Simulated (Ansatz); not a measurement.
Consider this structure, Mo.

```
CELL_PARAMETERS angstrom
5.69030 0.00000 0.00000
0.00000 5.69030 0.00000
0.00000 0.00000 5.69030
ATOMIC_POSITIONS crystal
Mo 0.75000 0.75000 0.75000
Mo 0.00000 0.50000 0.00000
Mo 0.75000 0.25000 0.25000
Mo 0.00000 0.00000 0.50000
Mo 0.25000 0.75000 0.25000
Mo 0.50000 0.50000 0.50000
Mo 0.25000 0.25000 0.75000
Mo 0.50000 0.00000 0.00000
```

Basis of the simulation: the geometry relaxed with DFT, PBE, plane waves (420 eV) with PAW, scalar-relativistic in Ansatz; the starting structure was generated, so it need not be a known form of this composition.

Where will the first 4 clear peaks of its X-ray PDF lie (peak width σ = 0.10 Å), and from which pairs do they come?

1. 2.46 Å: Mo–Mo at 2.46 Å
2. 4.02 Å: Mo–Mo at 4.02 Å
3. 4.72 Å: Mo–Mo at 4.72 Å
4. 5.69 Å: Mo–Mo at 5.69 Å

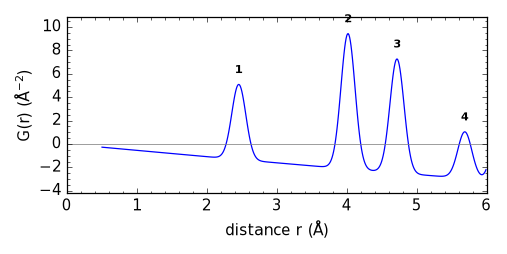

The curve is a calculated X-ray PDF: distances of the static structure, each pair weighted by the product of the atomic numbers (X-ray weights at Q = 0), broadened by Gaussians with σ = 0.10 Å, damped by exp(−(Q_damp r)²/2) with Q_damp = 0.060 Å⁻¹. No termination ripples are included.
